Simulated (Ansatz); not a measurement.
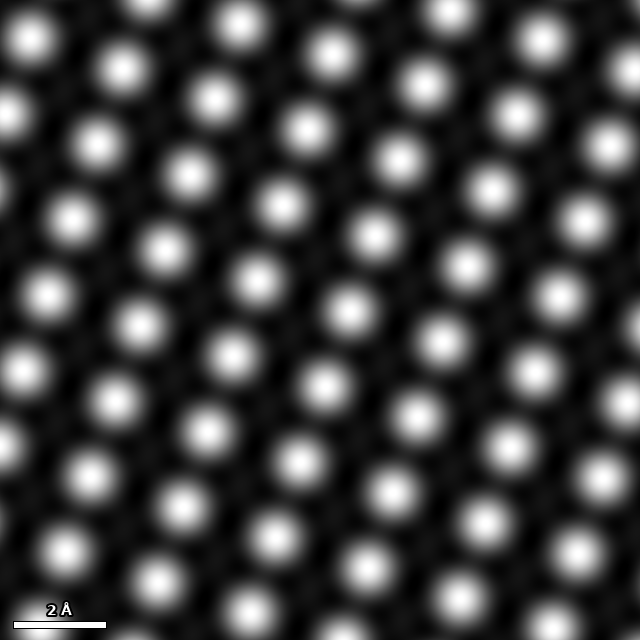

HRTEM-like image of Hg (Pm-3m, No. 221). Simulated in the weak-phase-object approximation with neutral-atom potentials: 200 kV, Cs = −40 µm, defocus +120 Å (negative is underfocus), defocus spread 15 Å, aperture 0.96 1/Å. Structure used: the end point of a relaxation with DFT r2SCAN, scalar-relativistic, plane waves, PAW (Ansatz 0.2.0); the starting structure was generated, so it need not be a known form of this composition.

```
Hg
1.0
     3.01102    0.00000    0.00000
     0.00000    3.01102    0.00000
     0.00000    0.00000    3.01102
Hg
1
Cartesian
  0.0000 0.0000 0.0000
```

Question: Which beam direction gives this image, [221], [211], [111] or [110]? (Directions equivalent by symmetry count as one.)

Answer: [211]. The projected cells are 1.42 × 2.24 Å, 108° for [221]; 1.74 × 2.13 Å, 90° for [211]; 2.46 × 2.46 Å, 120° for [111]; 2.13 × 3.01 Å, 90° for [110], and the image repeats as the [211] one does.
